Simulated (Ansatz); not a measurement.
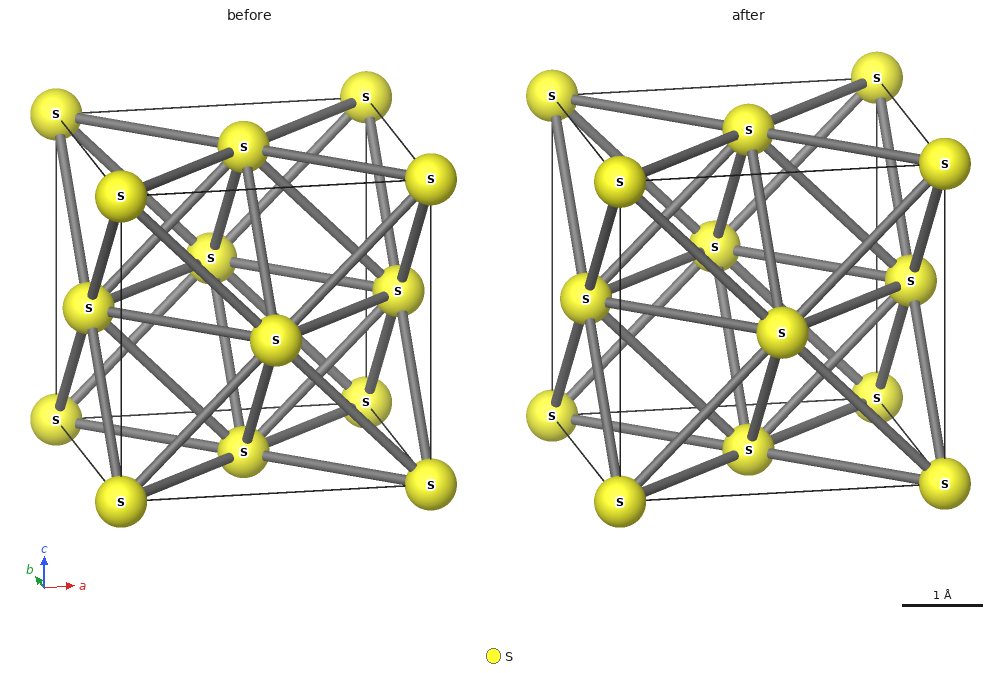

Left: a symmetric starting cell of S. Right: the same structure after one change, at the same scale. The picture is a ball-and-stick view of the conventional cell (4 times the calculation's cell), seen slightly off an axis. Lengths and directions refer to the drawn axes.

These are results of DFT PBE, scalar-relativistic, plane waves, PAW (Ansatz), not measurements. Set-up: plane-wave cutoff 420 eV; k-point mesh 18 × 18 × 18; occupations gaussian; smearing width 0.1 eV; no spin polarisation.

What distinguishes the right structure from the left one?

Answer. All lengths are scaled by +4.8 % (volume +15.2 %), the atoms keeping their fractional coordinates. No relaxation follows. The starting cell wasn't computed here and needn't be at equilibrium, so pressure and forces aren't due to the change alone.

How do the computed properties respond?

Answer. The pressure is −8.1 GPa (not all of it need come from the change, since the unchanged cell can be under pressure at this level too). All forces vanish by symmetry. Some distances before and after: S–S 2.820 → 2.956 Å. The space group stays Fm-3m (No. 225).
